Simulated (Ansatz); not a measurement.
**Ta2N: 7 runs along one coordinate**

System: Ta2N (P-3m1, 3 atoms in the cell).
Method: Kohn-Sham DFT of a periodic cell, LDA, all-electron LAPW, scalar-relativistic, no spin polarisation (Ansatz 0.2.0).

The 7 runs differ only in the geometry, by an even scaling of the cell at fixed fractional positions. The structure derives from a Materials Project entry.

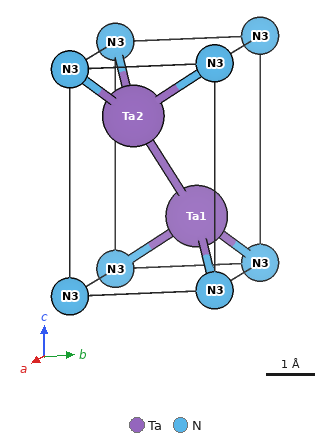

Figure 1. The structure of run 4 (ball-and-stick view of the cell of the calculation, seen slightly off an axis; atoms are numbered from 1 in the order of the input).

## Input of run 4
```yaml
crystal:
  lattice:
    - [3.112861506, 0.0, 0.0]
    - [-1.556430753, 2.6958171426, 0.0]
    - [0.0, 0.0, 4.869841]
  atoms:
    - { symbol: Ta, position: [0.3333333333, 0.6666666667, 0.254711] }
    - { symbol: Ta, position: [0.6666666667, 0.3333333333, 0.745289] }
    - { symbol: "N", position: [0.0, 0.0, 0.0] }
kpoints:
  mp_grid: { grid: [10, 10, 6] }
scf:
  occupations: { method: fermi_dirac, width: 0.05 }
hamiltonian:
  xc: lda
  pseudopotentials: { kind: all_electron, lapw: { basis_error: 0.002 } }
output:
  forces: true
  stress: true
  eigenvalues: true
```

Command:
```bash
ansatz run input.yaml --threads 2 --pin off --max-ram 6144MiB --backend cpu --events-out ev --progress --plain --runs-dir out
```

Lattice vectors (Å) and fractional positions of run 4:
```
   3.112862    0.000000    0.000000
  -1.556431    2.695817    0.000000
   0.000000    0.000000    4.869841
Ta  0.333333  0.666667  0.254711
Ta  0.666667  0.333333  0.745289
N   0.000000  0.000000  0.000000
```

Run 2 differs from it as follows:
```diff
-    - [3.112861506, 0.0, 0.0]
-    - [-1.556430753, 2.6958171426, 0.0]
-    - [0.0, 0.0, 4.869841]
+    - [3.0707906527, 0.0, 0.0]
+    - [-1.5353953264, 2.6593827149, 0.0]
+    - [0.0, 0.0, 4.8040242697]
```

## Results, with one run withheld

```tsv
run	volume per atom (Å³)	free energy per atom, from the lowest run given (meV)	pressure (GPa)
1	12.805	0.00	3.33
2	13.077	?	?
3	13.350	10.78	−9.19
4	13.622	31.00	−14.48
5	13.895	59.72	−19.21
6	14.167	96.05	−23.43
7	14.439	139.18	−27.21
```

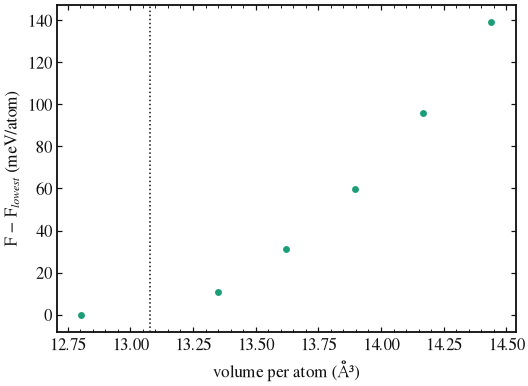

Figure 2. Free energy per atom of the runs given; the dotted line marks run 2.

Fit the runs given and predict run 2.

A cubic polynomial in V^(−2/3) (the Birch–Murnaghan form), fitted to the 6 runs given, misses them by at most 0.04 meV per atom. With x = V^(−2/3) − 0.17470 Å⁻², it reads F = 37.856 − 11590 x + 8.5301e+05 x² + 5.1307e+05 x³ (meV per atom). At run 2 it gives 0.09 meV per atom, and the run itself gives 0.07. The slope of the fit gives a pressure −dF/dV of −3.28 GPa there, and the run prints −3.27 GPa. The fit has its minimum at 12.938 Å³ per atom, where V d²F/dV² gives 313 GPa. Cell shape and fractional positions are held, so this is the stiffness under even scaling; the relaxed bulk modulus wasn't computed.

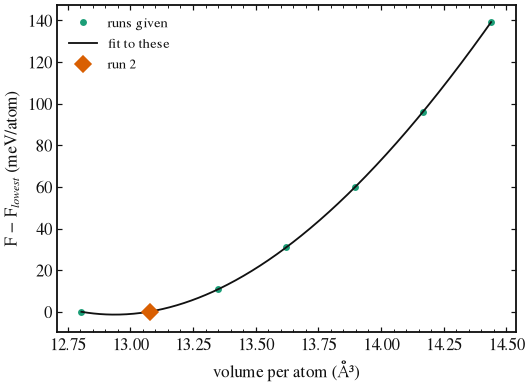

Figure 3. The fit and the withheld run.

## Output, shortened to warnings, some set-up lines, iterations and results (run 2)
```
Basis set: ecut = 347.31431334208025 eV, 591 PW (Γ), exchange–correlation at level 2
Symmetry: 12 space group operations
k-points: 72 of 600
Initial density: superposition of atomic densities (chi_scale 0.1, normalization cell, long waves kept (reshape's long-wave potential 0.07 eV rms))
[...]
SCF iter   1: F=—  HF=-850123.936201 eV  |F-HF|=—  |Δ(HF+E_count)|=         —  Δρ=9.47e-2  dr2=4.23e0  ethr=4.55e-3  ⟨swp⟩=2.0  Hψ=25066  notcnv=0
SCF iter   2: F=—  HF=-850122.378192 eV  |F-HF|=—  |Δ(HF+E_count)|=    1.56e0  Δρ=2.46e-2  dr2=2.45e-1  ethr=2.63e-4  ⟨swp⟩=2.0  Hψ=20096  notcnv=0
SCF iter   3: F=—  HF=-850122.301737 eV  |F-HF|=—  |Δ(HF+E_count)|=   7.65e-2  Δρ=2.55e-2  dr2=3.08e-1  ethr=2.63e-4  ⟨swp⟩=2.0  Hψ=12656  notcnv=0
SCF iter   4: F=—  HF=-850122.281599 eV  |F-HF|=—  |Δ(HF+E_count)|=         —  Δρ=9.17e-3  dr2=4.13e-2  ethr=2.63e-4  ⟨swp⟩=2.0  Hψ=12229  notcnv=0
SCF iter   5: F=—  HF=-850122.229701 eV  |F-HF|=—  |Δ(HF+E_count)|=   5.19e-2  Δρ=3.47e-3  dr2=4.97e-3  ethr=4.45e-5  ⟨swp⟩=2.0  Hψ=12100  notcnv=0
SCF iter   6: F=—  HF=-850122.229584 eV  |F-HF|=—  |Δ(HF+E_count)|=   1.17e-4  Δρ=1.38e-3  dr2=8.90e-4  ethr=5.35e-6  ⟨swp⟩=2.0  Hψ=12089  notcnv=0
SCF iter   7: F=—  HF=-850122.229528 eV  |F-HF|=—  |Δ(HF+E_count)|=   5.52e-5  Δρ=4.77e-4  dr2=9.90e-5  ethr=9.56e-7  ⟨swp⟩=2.0  Hψ=12089  notcnv=0
SCF iter   8: F=—  HF=-850122.229505 eV  |F-HF|=—  |Δ(HF+E_count)|=   2.38e-5  Δρ=1.07e-4  dr2=5.79e-6  ethr=1.06e-7  ⟨swp⟩=2.0  Hψ=12088  notcnv=0
SCF iter   9: F=—  HF=-850122.229502 eV  |F-HF|=—  |Δ(HF+E_count)|=   2.70e-6  Δρ=6.19e-5  dr2=2.14e-6  ethr=6.22e-9  ⟨swp⟩=2.0  Hψ=12088  notcnv=0
SCF iter  10: F=—  HF=-850122.229501 eV  |F-HF|=—  |Δ(HF+E_count)|=   5.37e-7  Δρ=1.64e-5  dr2=1.20e-7  ethr=2.30e-9  ⟨swp⟩=2.0  Hψ=12088  notcnv=0
SCF iter  11: F=-850122.229501 eV  HF=-850122.229501 eV  |F-HF|=1.44e-8  |Δ(HF+E_count)|=   1.63e-9  Δρ=4.36e-6  dr2=1.27e-8  ethr=1.29e-10  ⟨swp⟩=2.0  Hψ=12088  notcnv=0
SCF 1 converged in 11 iterations: F = -850122.229501 eV  dr2 = 1.27e-8
SCF converged after 11 iterations
Free energy (F): -850122.229501 eV
Harris-Foulkes:  -850122.229501 eV  (|F-HF|=1.44e-8)
Internal energy: -850122.216225 eV  (E = F + TS)
E sigma→0 (E₀):  -850122.222863 eV
Entropy (-TS):   -0.013276 eV (-4.425 meV/atom)
Fermi energy:    25.771506 eV
--- Per-component energies (eV) ---
  E_band       = -8782.028860
  E_kinetic    = 948536.619289
  E_xc         = -16923.081791
  E_electrostatic = -1781735.753723  (all electrons and nuclei)
  E_smearing   = -0.013276  (= −TS)
  E_closure    = 0.000000  (closes the sum)
  E_atoms      = -850088.597513  (free atoms, spherical and without spin; not in F)
  Σ components = -850122.229501   (vs F -850122.229501, Δ=0.00e0)
  Basis errors (estimates in eV, not in F): energy 7.4e-4 per atom: plane waves 6.8e-4 (3.8e-4 summed), levels above the bands 5.4e-92, relativity 1.9e-8, radial functions 6.6e-5, core shells 9.5e-7; eigenvalues (radial functions only) 5.6e-6; not estimated: angular momenta, meshes, grids; target …
--- Forces (eV/Å), atoms counted from 1 ---
  atom   1  Ta     0.00000000    -0.00000000    -0.21668003
  atom   2  Ta    -0.00000000     0.00000000     0.21668003
  atom   3  N     -0.00000000     0.00000000     0.00000000
  max |Σ_I F_I| component: 9.25e-18 eV/Å
--- Stress (GPa, compression-positive) ---
       -3.404423      -0.000000      -0.000000
       -0.000000      -3.404423      -0.000000
       -0.000000      -0.000000      -3.014180
  P = ⅓ Tr σ = -3.2743 GPa (-32.743 kbar)
```

Notes: Spin–orbit coupling is left out, which matters for Ta. The cell holds an odd number of electrons but the run has no spin polarisation, so it comes out as a metal.
